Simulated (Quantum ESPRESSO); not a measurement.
# A series of single points on ZnO

System: ZnO (P6₃mc, 4 atoms in the cell).
Method: Kohn-Sham DFT of a periodic cell, r2SCAN, SG15 PBE 1.2, no spin polarisation (Quantum ESPRESSO 7.5).

The 7 runs differ only in the geometry, by an even scaling of the cell at fixed fractional positions. The structure derives from an entry of the Crystallography Open Database.

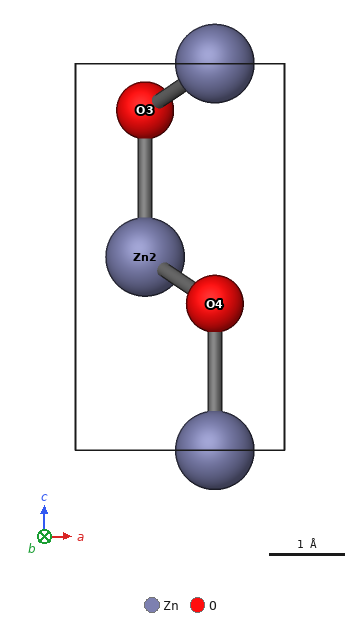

Figure 1. The structure of run 4 (ball-and-stick view of the cell of the calculation, along the b axis; atoms are numbered from 1 in the order of the input). An atom can appear more than once, as a periodic image.

**Input of run 4**
```
&CONTROL
  calculation = 'scf'
  prefix = 'pwscf'
  outdir = './tmp'
  pseudo_dir = './pseudo'
  tstress = .true.
  disk_io = 'nowf'
/
&SYSTEM
  ibrav = 0
  nat = 4
  ntyp = 2
  ecutwfc = 88
  nbnd = 36
  input_dft = 'r2scan'
  occupations = 'smearing'
  smearing = 'fd'
  degauss = 0.00367493
  nosym = .true.
  nr1 = 48
  nr2 = 48
  nr3 = 60
/
&ELECTRONS
  conv_thr = 1d-08
  electron_maxstep = 120
  mixing_beta = 0.5
/
ATOMIC_SPECIES
Zn    65.3800 Zn_ONCV_PBE-1.2.upf
O     15.9990 O_ONCV_PBE-1.2.upf
CELL_PARAMETERS angstrom
   3.2493080000    0.0000000000    0.0000000000
  -1.6246540000    2.8139832727    0.0000000000
   0.0000000000    0.0000000000    5.2057090000
ATOMIC_POSITIONS crystal
Zn     0.6666666667    0.3333333333    0.0000000000
Zn     0.3333333333    0.6666666667    0.5000000000
O      0.3333333333    0.6666666667    0.8790100000
O      0.6666666667    0.3333333333    0.3790100000
K_POINTS automatic
6 6 4 0 0 0
```

Command:
```bash
OMP_NUM_THREADS=1 mpirun -n 2 pw.x -nk 2 -in pw.in > pw.out
```

Lattice vectors (Å) and fractional positions of run 4:
```
   3.249308    0.000000    0.000000
  -1.624654    2.813983    0.000000
   0.000000    0.000000    5.205709
Zn  0.666667  0.333333  0.000000
Zn  0.333333  0.666667  0.500000
O   0.333333  0.666667  0.879010
O   0.666667  0.333333  0.379010
```

Run 6 differs from it as follows:
```diff
-   3.2493080000    0.0000000000    0.0000000000
-  -1.6246540000    2.8139832727    0.0000000000
-   0.0000000000    0.0000000000    5.2057090000
+   3.2920669561    0.0000000000    0.0000000000
+  -1.6460334781    2.8510136149    0.0000000000
+   0.0000000000    0.0000000000    5.2742130269
```

**Results, with one run withheld**

| run | volume per atom (Å³) | free energy per atom, from the lowest run given (meV) | pressure (GPa) | gap on the mesh (eV) |
| --- | --- | --- | --- | --- |
| 1 | 11.186 | 19.90 | 9.90 | 1.37 |
| 2 | 11.424 | 8.05 | 6.06 | 1.34 |
| 3 | 11.662 | 1.60 | 2.62 | 1.30 |
| 4 | 11.900 | 0.00 | −0.47 | 1.27 |
| 5 | 12.138 | 2.75 | −3.24 | 1.24 |
| 6 | 12.376 | ? | ? | ? |
| 7 | 12.614 | 19.56 | −7.97 | 1.17 |

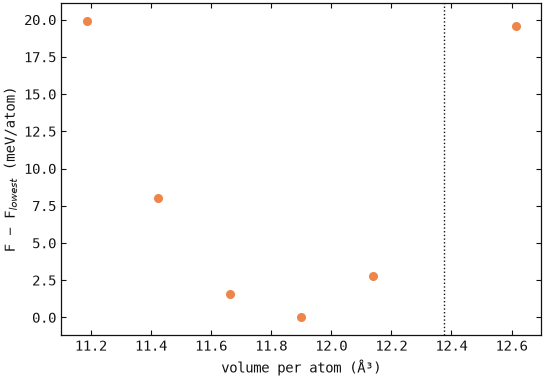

Figure 2. Free energy per atom of the runs given; the dotted line marks run 6.

Estimate the energy of run 6 from the others.

A cubic polynomial in V^(−2/3) (the Birch–Murnaghan form), fitted to the 6 runs given, misses them by under 0.01 meV per atom. With x = V^(−2/3) − 0.19288 Å⁻², it reads F = 0.090855 + 431.35 x + 3.3471e+05 x² + 3.4104e+05 x³ (meV per atom). At run 6 it gives 9.40 meV per atom, and the run itself gives 9.40. The slope of the fit gives a pressure −dF/dV of −5.70 GPa there, and the run prints −5.73 GPa. The fit has its minimum at 11.865 Å³ per atom, where V d²F/dV² gives 148 GPa. Cell shape and fractional positions are held, so this is the stiffness under even scaling; the relaxed bulk modulus wasn't computed. The gap on the mesh goes, without turning, from 1.37 eV in run 1 to 1.17 eV in run 7; run 6 has 1.20 eV. These are gaps of this functional on this mesh, which can miss the band edges; they aren't the measured gap.

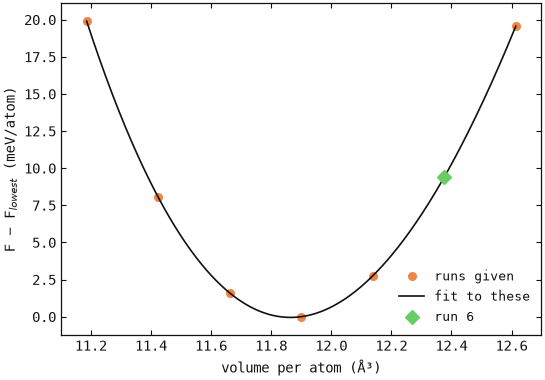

Figure 3. The fit and the withheld run.

**Some lines of the output (run 6)**
```
[...]
     total energy              =    -864.80082062 Ry
     total energy              =    -864.82175103 Ry
     total energy              =    -864.89802650 Ry
     total energy              =    -864.89883571 Ry
     total energy              =    -864.89883908 Ry
     total energy              =    -864.89884867 Ry
     total energy              =    -864.89884903 Ry
     total energy              =    -864.89884908 Ry
     total energy              =    -864.89884909 Ry
     the Fermi energy is     9.5864 ev
!    total energy              =    -864.89884909 Ry
     The total energy is F=E-TS. E is the sum of the following terms:
     Computing stress (Cartesian axis) and pressure
          total   stress  (Ry/bohr**3)                   (kbar)     P=      -57.33
```

Notes: Further notes kept with the run: potentials made for another functional. Points of doubt noted for this run: potentials made for another functional.
